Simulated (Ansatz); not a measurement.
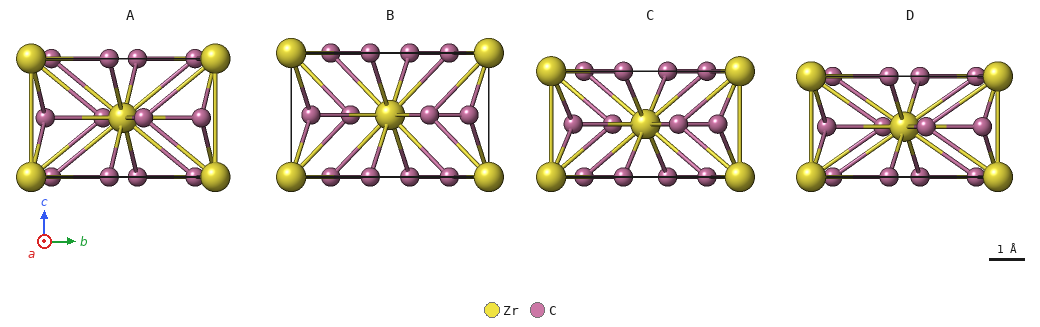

4 geometries from one relaxation of solid ZrC$_{4}$ (a generated structure, set up in I4/m) (coarse preliminary run), in shuffled order. A ball-and-stick model of the conventional cell (2 times the calculation's cell), seen along the a axis. Lengths and directions refer to the drawn axes.

Level of theory: DFT PBE, scalar-relativistic, plane waves, PAW (Ansatz). Set-up: plane-wave cutoff 420 eV; k-point mesh 6 × 6 × 6; occupations gaussian; smearing width 0.1 eV; no spin polarisation; cell and atoms relaxed; force threshold 0.04 eV/Å; at most 70 steps.

> Order the frames from highest to lowest energy.

B, C, D, A. They are steps 0, 3, 6, 16, at +1151 meV per atom, +697 meV per atom, +149 meV per atom relative to the last. The largest moves relative to the cell, 0.50 Å, are those of C atoms. Zr stays in place. The volume changes by −17.1 %, with a = b 5.756 → 5.365 Å (−6.8 %), c 3.611 → 3.447 Å (−4.5 %). Near-neighbour distances that change, for instance: C–C 2.574 → 1.439 Å, C–C 2.564 → 2.002 Å, C–Zr 2.574 → 2.348 Å, C–Zr 2.564 → 2.741 Å. New bonds form: C–C (2.57 → 1.44 Å). Bond angles that change, for instance: Zr–C–Zr 89.5° → 77.9°, Zr–C–Zr 120.1° → 109.7°. The space group stays I4/m (No. 87). The energy falls by 1151 meV per atom in 13 accepted moves (16 points after the start). Largest force component: 0.61 eV/Å at the start, 0.023 eV/Å at the end. Pressure: −26.60 GPa at the start and −0.27 GPa at the end. The line search rejected the trial steps at points 8, 12 of the run. The SCF was repeated once at an unchanged geometry on a basis and grid sized afresh for the cell, which shifted the energy by 1.9 meV per atom at most. The run took 41 s on 1 thread of Intel(R) Xeon(R) Platinum 8488C (Sapphire Rapids) (shared host), peak memory 0.41 GiB.
